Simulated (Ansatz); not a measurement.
# Geometry relaxation, with input and output: C$_{8}$N (part 1 of 2)

C$_{8}$N (slab, 9 atoms in the cell), computed with DFT PBE+D3(BJ), scalar-relativistic, plane waves, PAW, no spin polarisation (Ansatz 0.2.0).

The structure derives from a Materials Project entry. The input holds or restrains some coordinates. Forces given for the steps count only the free coordinates. It belongs to a series of runs on one base structure; here: N put at a bridge C-C site.

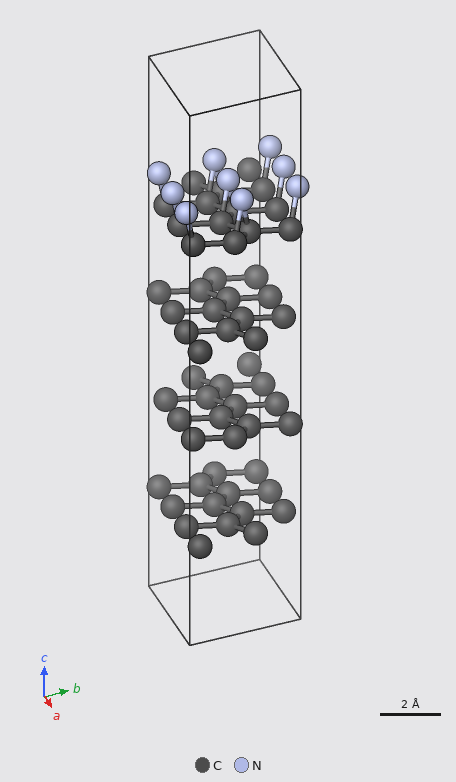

Figure 1. The input geometry (ball-and-stick view of the 3 × 2 repeat of the cell, with the vacuum cut short, seen slightly off an axis). An atom can appear more than once, as a periodic image. Near neighbours in the periodic cell (some may lie outside the picture): C has 3 C at 1.42 Å; C has 3 C at 1.42 Å and 1 N at 1.48 Å; N has 2 C at 1.48 Å.

The input:
```yaml
crystal:
  lattice:
    - [2.4655379958, 0.0, 0.0]
    - [-1.2327689979, 2.1341461202, 0.0]
    - [0.0, 0.0, 29.1985170553]
  atoms:
    - { symbol: C, position: [0.0833101793, 0.1666203587, 0.2911106747] }
    - { symbol: C, position: [0.4166898206, 0.8333796413, 0.2911106747] }
    - { symbol: C, position: [0.5833101794, 0.1666203587, 0.4075389574] }
    - { symbol: C, position: [0.9166898206, 0.8333796413, 0.4075389574] }
    - { symbol: C, position: [0.0833101793, 0.1666203587, 0.5239644132] }
    - { symbol: C, position: [0.4166898206, 0.8333796413, 0.5239644132] }
    - { symbol: C, position: [0.5833101794, 0.1666203587, 0.640392696] }
    - { symbol: C, position: [0.9166898206, 0.8333796413, 0.640392696] }
    - { symbol: "N", position: [0.75, 1.0, 0.6849155051] }
basis:
  ecutwfc: 420
kpoints:
  mp_grid: { grid: [12, 12, 1] }
hamiltonian:
  xc: pbe
  dispersion: d3bj
scf:
  occupations: { method: gaussian, width: 0.1 }
output:
  forces: true
  eigenvalues: true
  write_density: true
  write_potential: true
  elf: true
  volumetric_format: npy
relax:
  adjacent_minimum: "off"
  f_tol: 0.03
  max_steps: 70
  constraints: [{ sites: [0, 1, 2, 3] }]
efield:
  axis: 3
  dipole_correction: true
  ramp_width: 0.04
```

Run on 2 threads of Intel Xeon @ 2.50GHz (Skylake/Cascade Lake), 189 GiB of memory available, shared host.

Command:
```bash
ansatz run input.yaml --threads 2 --pin off --max-ram 5120MiB --backend cpu --events-out ev --progress --plain --runs-dir out
```

The program's output:
```
Engine: ansatz 0.2.0, x86_64-unknown-linux-gnu
Pseudopotentials: kind: paw
Pseudopotential: C, paw, valence charge 4, recommended cutoff 420 eV (normal), C.paw.azcp
Pseudopotential: N, paw, valence charge 5, recommended cutoff 420 eV (normal), N.paw.azcp
Functional definition: PBE
  parameter kappa = 0.804
  parameter beta = 0.06672455060314922
  exchange = pbe_x(kappa = kappa, mu = beta*pi^2/3)
  correlation = pbe_c(beta = beta)
Crystal: 9 atoms, lattice volume = 153.637 Å³
Basis set: ecut = 420 eV, 2887 PW (Γ), exchange–correlation on 36×36×400 points (8 copies of the dense FFT grid, shifted against one another)
Bands: 28, of which v1, the nominal top of the filled ones, is band 19 counted from 1 (18 counted from 0)
Symmetry: 2 space group operations
Space group: P2 (ITA 3), of the structure as read, at distance tolerance 5.4e-5 Å
k-points: 74 of 144
Non-local potential: C, projectors of the file, l = 0: 2, l = 1: 2, l = 2: 1
Non-local potential: N, projectors of the file, l = 0: 2, l = 1: 2, l = 2: 1
PAW form: soft (Blöchl's): semilocal exchange-correlation on the pseudo side does not see the compensation charge
PAW one-centre angular grid: C, 110 points (default); XC on 64 Gauss nodes
PAW one-centre angular grid: N, 110 points (default); XC on 64 Gauss nodes
Initial density: superposition of atomic densities (neutral atoms: chi_scale 0, normalization atom), corrected by the library's trained network
Initial wavefunctions: pseudopotential atomic-orbital guess
Functional: x = pbe(κ = 0.804, μ = 0.2195149727645171), c = pbe(β = 0.06672455060314922)
SCF iter   1: F=—  HF=-2388.315406 eV  |F-HF|=—  |Δ(HF+E_count)|=         —  Δρ=1.57e-2  dr2=2.68e0  ethr=1.77e-3  p=-0.075 e·Å  D=-8.86e-2 V/Å  ΔV_dip=2.59 eV  dr2_dipole=1.31e0  V_vac-E_F(+/−)=8.11/5.52 eV  ⟨swp⟩=9.3  Hψ=13071  notcnv=0  defer=34
efield: sawtooth ramp at fractional position 0.9680 (placed from the atoms, in the widest stretch of the axis that holds none; the zero of the levels goes with the place), width 0.0400; the density the first Hamiltonian is built on has a dipole p = -0.075 e·Å; the dipole correction subtracts the counter field D = -8.86e-2 V/Å, which shifts the + side's vacuum level by +2.59 eV against the − side's; the planar-averaged density in the ramp window peaks in size at 3.0e-5 e/Å³
preconditioner: auto → LDOS  [insulator: Δε(μ)=0.171 eV  Ē_g=15.572 eV  σ=0.100 eV  W_gap=0.73  n_scr=20 (ndim 8)  ℏωp=18.2 eV  f_vac=0.497  D(μ)=0.71/eV (n_scr^D=8)  ε∞_Penn≈2.4  β→1.0]
SCF iter   2: F=—  HF=-2388.218026 eV  |F-HF|=—  |Δ(HF+E_count)|=   9.74e-2  Δρ=9.95e-3  dr2=4.79e-1  ethr=1.77e-3  p=-0.111 e·Å  D=-1.31e-1 V/Å  ΔV_dip=3.83 eV  dr2_dipole=3.34e-2  V_vac-E_F(+/−)=8.10/4.27 eV  ⟨swp⟩=2.8  Hψ=3935  notcnv=0  defer=309
SCF iter   3: F=—  HF=-2388.165892 eV  |F-HF|=—  |Δ(HF+E_count)|=   5.21e-2  Δρ=3.52e-3  dr2=1.45e-1  ethr=1.30e-3  p=-0.104 e·Å  D=-1.22e-1 V/Å  ΔV_dip=3.56 eV  dr2_dipole=4.06e-2  V_vac-E_F(+/−)=7.93/4.37 eV  ⟨swp⟩=2.5  Hψ=3440  notcnv=0  defer=301
SCF iter   4: F=—  HF=-2388.154489 eV  |F-HF|=—  |Δ(HF+E_count)|=   1.14e-2  Δρ=2.03e-3  dr2=1.42e-2  ethr=3.91e-4  p=-0.109 e·Å  D=-1.28e-1 V/Å  ΔV_dip=3.75 eV  dr2_dipole=1.13e-3  V_vac-E_F(+/−)=8.03/4.28 eV  ⟨swp⟩=2.2  Hψ=2318  notcnv=0  defer=303
SCF iter   5: F=—  HF=-2388.152736 eV  |F-HF|=—  |Δ(HF+E_count)|=   1.75e-3  Δρ=1.06e-3  dr2=6.42e-3  ethr=3.84e-5  p=-0.109 e·Å  D=-1.29e-1 V/Å  ΔV_dip=3.75 eV  dr2_dipole=9.66e-4  V_vac-E_F(+/−)=8.04/4.28 eV  ⟨swp⟩=1.4  Hψ=2685  notcnv=0  defer=304
SCF iter   6: F=—  HF=-2388.152296 eV  |F-HF|=—  |Δ(HF+E_count)|=   4.41e-4  Δρ=1.98e-4  dr2=1.77e-4  ethr=1.73e-5  p=-0.109 e·Å  D=-1.29e-1 V/Å  ΔV_dip=3.76 eV  dr2_dipole=4.13e-6  V_vac-E_F(+/−)=8.03/4.27 eV  ⟨swp⟩=1.3  Hψ=1842  notcnv=0  defer=304
SCF iter   7: F=—  HF=-2388.152292 eV  |F-HF|=—  |Δ(HF+E_count)|=   3.85e-6  Δρ=9.11e-5  dr2=6.38e-5  ethr=4.79e-7  p=-0.109 e·Å  D=-1.29e-1 V/Å  ΔV_dip=3.76 eV  dr2_dipole=2.13e-7  V_vac-E_F(+/−)=8.04/4.28 eV  ⟨swp⟩=2.3  Hψ=3091  notcnv=0  defer=303
SCF iter   8: F=-2388.152280 eV  HF=-2388.152292 eV  |F-HF|=1.26e-5  |Δ(HF+E_count)|=   5.40e-7  Δρ=4.32e-5  dr2=1.26e-5  ethr=6.08e-8  p=-0.109 e·Å  D=-1.29e-1 V/Å  ΔV_dip=3.76 eV  dr2_dipole=2.78e-6  V_vac-E_F(+/−)=8.04/4.28 eV  ⟨swp⟩=23.7  Hψ=24066  notcnv=0
SCF 1 converged in 8 iterations: F = -2388.152280 eV  dr2 = 1.26e-5
  greatest PAW one-centre occupation: 0.850 electrons in one spin orbital (limit 2), on the N atom at site 8 (counted from 0), in its partial waves of l = 0
relax step   1: F+E_penalty+E_count = -2388.15227973 eV  Δ(F+E_penalty+E_count) = +0.000e0 eV  max|allowed force component| = 1.158e0 eV/Å  Δτ_max = 0.0000 Å  (8 SCF iters, dr2 threshold 2.25e-5 eV, accepted)
Initial density: handed on by an earlier stage of this run
Initial wavefunctions: those handed on with the density
iter 1 solved again at ethr=3.12e-5 eV; its pass at ethr=3.10e-3 eV (dr2=1.16e-2 eV) is discarded
SCF iter   1: F=—  HF=-2388.165133 eV  |F-HF|=—  |Δ(HF+E_count)|=         —  Δρ=3.18e-3  dr2=1.18e-2  ethr=3.12e-5  p=-0.109 e·Å  D=-1.29e-1 V/Å  ΔV_dip=3.76 eV  dr2_dipole=2.33e-3  V_vac-E_F(+/−)=8.06/4.30 eV  ⟨swp⟩=2.0  Hψ=7052  notcnv=0  defer=291
efield: sawtooth ramp at fractional position 0.9680 (handed on by an earlier solve), width 0.0400; the density the first Hamiltonian is built on has a dipole p = -0.109 e·Å; the dipole correction subtracts the counter field D = -1.29e-1 V/Å, which shifts the + side's vacuum level by +3.76 eV against the − side's; the planar-averaged density in the ramp window peaks in size at 4.8e-7 e/Å³
preconditioner: auto → LDOS  [metal: Δε(μ)=0.019 eV  Ē_g=15.479 eV  σ=0.100 eV  W_gap=0.11  n_scr=20 (ndim 8)  ℏωp=18.2 eV  f_vac=0.498  D(μ)=1.17/eV (n_scr^D=10)  β→1.0]
SCF iter   2: F=—  HF=-2388.164711 eV  |F-HF|=—  |Δ(HF+E_count)|=   4.22e-4  Δρ=1.25e-3  dr2=7.74e-3  ethr=3.12e-5  p=-0.109 e·Å  D=-1.28e-1 V/Å  ΔV_dip=3.75 eV  dr2_dipole=3.58e-4  V_vac-E_F(+/−)=8.03/4.28 eV  ⟨swp⟩=2.0  Hψ=3277  notcnv=0  defer=291
SCF iter   3: F=—  HF=-2388.162933 eV  |F-HF|=—  |Δ(HF+E_count)|=   1.78e-3  Δρ=3.45e-4  dr2=4.17e-4  ethr=2.09e-5  p=-0.110 e·Å  D=-1.29e-1 V/Å  ΔV_dip=3.77 eV  dr2_dipole=1.24e-5  V_vac-E_F(+/−)=8.04/4.28 eV  ⟨swp⟩=2.0  Hψ=2846  notcnv=0  defer=291
SCF iter   4: F=-2388.162863 eV  HF=-2388.162882 eV  |F-HF|=1.91e-5  |Δ(HF+E_count)|=   5.10e-5  Δρ=9.02e-5  dr2=3.04e-5  ethr=2.27e-7  p=-0.109 e·Å  D=-1.29e-1 V/Å  ΔV_dip=3.77 eV  dr2_dipole=4.20e-6  V_vac-E_F(+/−)=8.04/4.28 eV  ⟨swp⟩=21.4  Hψ=24645  notcnv=0
SCF 2 converged in 4 iterations: F = -2388.162863 eV  dr2 = 3.04e-5
relax step   2: F+E_penalty+E_count = -2388.16286296 eV  Δ(F+E_penalty+E_count) = -1.058e-2 eV  max|allowed force component| = 6.344e-1 eV/Å  Δτ_max = 0.0205 Å  (4 SCF iters, dr2 threshold 8.39e-5 eV, accepted)
iter 1 solved again at ethr=8.08e-4 eV; its pass at ethr=3.10e-3 eV (dr2=2.99e-1 eV) is discarded
SCF iter   1: F=—  HF=-2388.259140 eV  |F-HF|=—  |Δ(HF+E_count)|=         —  Δρ=1.60e-2  dr2=3.00e-1  ethr=8.08e-4  p=-0.109 e·Å  D=-1.29e-1 V/Å  ΔV_dip=3.77 eV  dr2_dipole=4.48e-4  V_vac-E_F(+/−)=8.09/4.32 eV  ⟨swp⟩=1.0  Hψ=9148  notcnv=0  defer=270
efield: sawtooth ramp at fractional position 0.9680 (handed on by an earlier solve), width 0.0400; the density the first Hamiltonian is built on has a dipole p = -0.109 e·Å; the dipole correction subtracts the counter field D = -1.29e-1 V/Å, which shifts the + side's vacuum level by +3.77 eV against the − side's; the planar-averaged density in the ramp window peaks in size at 6.3e-7 e/Å³
preconditioner: auto → LDOS  [metal: Δε(μ)=0.018 eV  Ē_g=15.500 eV  σ=0.100 eV  W_gap=0.10  n_scr=20 (ndim 8)  ℏωp=18.2 eV  f_vac=0.500  D(μ)=1.12/eV (n_scr^D=10)  β→1.0]
SCF iter   2: F=—  HF=-2388.268720 eV  |F-HF|=—  |Δ(HF+E_count)|=   9.58e-3  Δρ=8.81e-3  dr2=4.07e-1  ethr=8.08e-4  p=-0.109 e·Å  D=-1.29e-1 V/Å  ΔV_dip=3.76 eV  dr2_dipole=2.66e-2  V_vac-E_F(+/−)=8.04/4.27 eV  ⟨swp⟩=3.3  Hψ=3945  notcnv=0  defer=277
SCF iter   3: F=—  HF=-2388.164956 eV  |F-HF|=—  |Δ(HF+E_count)|=   1.04e-1  Δρ=1.39e-3  dr2=8.30e-3  ethr=8.08e-4  p=-0.109 e·Å  D=-1.28e-1 V/Å  ΔV_dip=3.74 eV  dr2_dipole=2.90e-3  V_vac-E_F(+/−)=8.04/4.30 eV  ⟨swp⟩=2.6  Hψ=3826  notcnv=0  defer=325
SCF iter   4: F=—  HF=-2388.164582 eV  |F-HF|=—  |Δ(HF+E_count)|=   3.73e-4  Δρ=5.50e-4  dr2=1.74e-3  ethr=2.24e-5  p=-0.110 e·Å  D=-1.30e-1 V/Å  ΔV_dip=3.79 eV  dr2_dipole=1.92e-6  V_vac-E_F(+/−)=8.06/4.27 eV  ⟨swp⟩=2.2  Hψ=3140  notcnv=0  defer=317
SCF iter   5: F=—  HF=-2388.164255 eV  |F-HF|=—  |Δ(HF+E_count)|=   3.27e-4  Δρ=1.34e-4  dr2=6.18e-5  ethr=4.71e-6  p=-0.110 e·Å  D=-1.30e-1 V/Å  ΔV_dip=3.79 eV  dr2_dipole=1.39e-7  V_vac-E_F(+/−)=8.06/4.28 eV  ⟨swp⟩=2.2  Hψ=2531  notcnv=0  defer=316
SCF iter   6: F=-2388.164269 eV  HF=-2388.164268 eV  |F-HF|=5.94e-7  |Δ(HF+E_count)|=   1.32e-5  Δρ=3.99e-5  dr2=7.27e-6  ethr=6.80e-8  p=-0.110 e·Å  D=-1.29e-1 V/Å  ΔV_dip=3.78 eV  dr2_dipole=2.80e-7  V_vac-E_F(+/−)=8.06/4.28 eV  ⟨swp⟩=23.3  Hψ=23957  notcnv=0
SCF 3 converged in 6 iterations: F = -2388.164269 eV  dr2 = 7.27e-6
  Residual-converged pass: ⟨swp⟩=1.0  Hψ=2368  notcnv=0  max |occ|·‖R‖ = 7.1e-9 eV (tolerance 1.0e-8 eV)  dr2=7.27e-6  dr2_onsite=2.79e-8  max |Δocc| = 1.7e-10
relax step   3: F+E_penalty+E_count = -2388.16426868 eV  Δ(F+E_penalty+E_count) = -1.406e-3 eV  max|allowed force component| = 1.682e-1 eV/Å  Δτ_max = 0.1217 Å  (6 SCF iters, dr2 threshold 2.52e-5 eV, accepted)
iter 1 solved again at ethr=3.54e-4 eV; its pass at ethr=3.10e-3 eV (dr2=1.31e-1 eV) is discarded
SCF iter   1: F=—  HF=-2388.206025 eV  |F-HF|=—  |Δ(HF+E_count)|=         —  Δρ=1.01e-2  dr2=1.31e-1  ethr=3.54e-4  p=-0.110 e·Å  D=-1.29e-1 V/Å  ΔV_dip=3.78 eV  dr2_dipole=4.29e-3  V_vac-E_F(+/−)=8.07/4.29 eV  ⟨swp⟩=1.0  Hψ=8277  notcnv=0  defer=308
efield: sawtooth ramp at fractional position 0.9680 (handed on by an earlier solve), width 0.0400; the density the first Hamiltonian is built on has a dipole p = -0.110 e·Å; the dipole correction subtracts the counter field D = -1.29e-1 V/Å, which shifts the + side's vacuum level by +3.78 eV against the − side's; the planar-averaged density in the ramp window peaks in size at 1.3e-6 e/Å³
preconditioner: auto → LDOS  [metal: Δε(μ)=0.023 eV  Ē_g=15.511 eV  σ=0.100 eV  W_gap=0.13  n_scr=20 (ndim 8)  ℏωp=18.2 eV  f_vac=0.499  D(μ)=1.15/eV (n_scr^D=10)  β→1.0]
SCF iter   2: F=—  HF=-2388.209496 eV  |F-HF|=—  |Δ(HF+E_count)|=   3.47e-3  Δρ=5.65e-3  dr2=1.53e-1  ethr=3.53e-4  p=-0.110 e·Å  D=-1.30e-1 V/Å  ΔV_dip=3.80 eV  dr2_dipole=4.42e-3  V_vac-E_F(+/−)=8.07/4.27 eV  ⟨swp⟩=3.2  Hψ=3822  notcnv=0  defer=308
SCF iter   3: F=—  HF=-2388.168021 eV  |F-HF|=—  |Δ(HF+E_count)|=   4.15e-2  Δρ=8.31e-4  dr2=1.86e-3  ethr=3.53e-4  p=-0.111 e·Å  D=-1.31e-1 V/Å  ΔV_dip=3.81 eV  dr2_dipole=2.57e-4  V_vac-E_F(+/−)=8.08/4.27 eV  ⟨swp⟩=2.4  Hψ=3065  notcnv=0  defer=309
SCF iter   4: F=—  HF=-2388.167621 eV  |F-HF|=—  |Δ(HF+E_count)|=   4.00e-4  Δρ=2.76e-4  dr2=2.01e-4  ethr=5.03e-6  p=-0.110 e·Å  D=-1.30e-1 V/Å  ΔV_dip=3.80 eV  dr2_dipole=1.08e-5  V_vac-E_F(+/−)=8.08/4.28 eV  ⟨swp⟩=2.6  Hψ=3942  notcnv=0  defer=317
SCF iter   5: F=—  HF=-2388.167584 eV  |F-HF|=—  |Δ(HF+E_count)|=   3.67e-5  Δρ=7.63e-5  dr2=1.95e-5  ethr=5.44e-7  p=-0.110 e·Å  D=-1.30e-1 V/Å  ΔV_dip=3.79 eV  dr2_dipole=3.38e-6  V_vac-E_F(+/−)=8.07/4.28 eV  ⟨swp⟩=2.2  Hψ=2578  notcnv=0  defer=317
iter 6 did not close the SCF: its close was put off until two iterations running show no level that it waits for move by more than its bar (scf_convergence_deferred on its scf_iter line)
SCF iter   6: F=-2388.167582 eV  HF=-2388.167583 eV  |F-HF|=8.15e-7  |Δ(HF+E_count)|=   1.17e-6  Δρ=2.62e-5  dr2=1.93e-6  ethr=5.38e-9  p=-0.110 e·Å  D=-1.30e-1 V/Å  ΔV_dip=3.80 eV  dr2_dipole=2.74e-7  V_vac-E_F(+/−)=8.07/4.28 eV  ⟨swp⟩=20.7  Hψ=22265  notcnv=0
SCF iter   7: F=-2388.167584 eV  HF=-2388.167584 eV  |F-HF|=1.67e-7  |Δ(HF+E_count)|=   7.20e-7  Δρ=5.87e-6  dr2=1.45e-7  ethr=5.21e-9  p=-0.110 e·Å  D=-1.30e-1 V/Å  ΔV_dip=3.80 eV  dr2_dipole=6.49e-9  V_vac-E_F(+/−)=8.07/4.28 eV  ⟨swp⟩=13.5  Hψ=16904  notcnv=0
SCF 4 converged in 7 iterations: F = -2388.167584 eV  dr2 = 1.45e-7
relax step   4: F+E_penalty+E_count = -2388.16758380 eV  Δ(F+E_penalty+E_count) = -3.315e-3 eV  max|allowed force component| = 3.208e-2 eV/Å  Δτ_max = 0.0788 Å  (7 SCF iters, dr2 threshold 1.99e-6 eV, accepted)
SCF iter   1: F=—  HF=-2388.169692 eV  |F-HF|=—  |Δ(HF+E_count)|=         —  Δρ=2.40e-3  dr2=7.10e-3  ethr=2.08e-4  p=-0.110 e·Å  D=-1.30e-1 V/Å  ΔV_dip=3.80 eV  dr2_dipole=2.19e-4  V_vac-E_F(+/−)=8.08/4.28 eV  ⟨swp⟩=2.0  Hψ=4883  notcnv=0  defer=312
efield: sawtooth ramp at fractional position 0.9680 (handed on by an earlier solve), width 0.0400; the density the first Hamiltonian is built on has a dipole p = -0.110 e·Å; the dipole correction subtracts the counter field D = -1.30e-1 V/Å, which shifts the + side's vacuum level by +3.80 eV against the − side's; the planar-averaged density in the ramp window peaks in size at 3.2e-7 e/Å³
preconditioner: auto → LDOS  [metal: Δε(μ)=0.023 eV  Ē_g=15.501 eV  σ=0.100 eV  W_gap=0.13  n_scr=20 (ndim 8)  ℏωp=18.2 eV  f_vac=0.500  D(μ)=1.16/eV (n_scr^D=10)  β→1.0]
SCF iter   2: F=—  HF=-2388.170161 eV  |F-HF|=—  |Δ(HF+E_count)|=   4.69e-4  Δρ=1.34e-3  dr2=9.01e-3  ethr=1.92e-5  p=-0.110 e·Å  D=-1.30e-1 V/Å  ΔV_dip=3.79 eV  dr2_dipole=3.62e-7  V_vac-E_F(+/−)=8.07/4.28 eV  ⟨swp⟩=2.0  Hψ=3839  notcnv=0  defer=317
SCF iter   3: F=—  HF=-2388.167824 eV  |F-HF|=—  |Δ(HF+E_count)|=   2.34e-3  Δρ=1.89e-4  dr2=3.06e-4  ethr=1.92e-5  p=-0.110 e·Å  D=-1.30e-1 V/Å  ΔV_dip=3.80 eV  dr2_dipole=6.64e-6  V_vac-E_F(+/−)=8.07/4.27 eV  ⟨swp⟩=2.1  Hψ=2840  notcnv=0  defer=317
SCF iter   4: F=—  HF=-2388.167768 eV  |F-HF|=—  |Δ(HF+E_count)|=   5.63e-5  Δρ=6.65e-5  dr2=2.26e-5  ethr=8.27e-7  p=-0.110 e·Å  D=-1.30e-1 V/Å  ΔV_dip=3.79 eV  dr2_dipole=2.42e-6  V_vac-E_F(+/−)=8.07/4.28 eV  ⟨swp⟩=2.3  Hψ=2905  notcnv=0  defer=317
SCF iter   5: F=—  HF=-2388.167714 eV  |F-HF|=—  |Δ(HF+E_count)|=   5.37e-5  Δρ=1.45e-5  dr2=1.12e-6  ethr=6.11e-8  p=-0.110 e·Å  D=-1.30e-1 V/Å  ΔV_dip=3.79 eV  dr2_dipole=4.89e-7  V_vac-E_F(+/−)=8.07/4.28 eV  ⟨swp⟩=2.2  Hψ=2681  notcnv=0  defer=316
iter 6 did not close the SCF: its close was put off until two iterations running show no level that it waits for move by more than its bar (scf_convergence_deferred on its scf_iter line)
SCF iter   6: F=-2388.167714 eV  HF=-2388.167714 eV  |F-HF|=2.13e-7  |Δ(HF+E_count)|=   4.00e-7  Δρ=4.65e-6  dr2=8.18e-8  ethr=2.70e-10  p=-0.110 e·Å  D=-1.30e-1 V/Å  ΔV_dip=3.80 eV  dr2_dipole=1.59e-8  V_vac-E_F(+/−)=8.07/4.28 eV  ⟨swp⟩=17.4  Hψ=20066  notcnv=0
iter 7 did not close the SCF: its close was put off until two iterations running show no level that it waits for move by more than its bar (scf_convergence_deferred on its scf_iter line)
SCF iter   7: F=-2388.167715 eV  HF=-2388.167714 eV  |F-HF|=5.43e-8  |Δ(HF+E_count)|=   2.26e-7  Δρ=1.72e-6  dr2=1.33e-8  ethr=2.21e-10  p=-0.110 e·Å  D=-1.30e-1 V/Å  ΔV_dip=3.80 eV  dr2_dipole=1.67e-9  V_vac-E_F(+/−)=8.07/4.28 eV  ⟨swp⟩=11.2  Hψ=15652  notcnv=0
SCF iter   8: F=-2388.167715 eV  HF=-2388.167715 eV  |F-HF|=1.86e-8  |Δ(HF+E_count)|=   4.52e-8  Δρ=6.37e-7  dr2=1.13e-9  ethr=3.59e-11  p=-0.110 e·Å  D=-1.30e-1 V/Å  ΔV_dip=3.80 eV  dr2_dipole=3.68e-10  V_vac-E_F(+/−)=8.07/4.28 eV  ⟨swp⟩=9.7  Hψ=13847  notcnv=0
SCF 5 converged in 8 iterations: F = -2388.167715 eV  dr2 = 1.13e-9
relax step   5: F+E_penalty+E_count = -2388.16771453 eV  Δ(F+E_penalty+E_count) = -1.307e-4 eV  max|allowed force component| = 2.709e-2 eV/Å  Δτ_max = 0.0164 Å  (8 SCF iters, accepted)
```
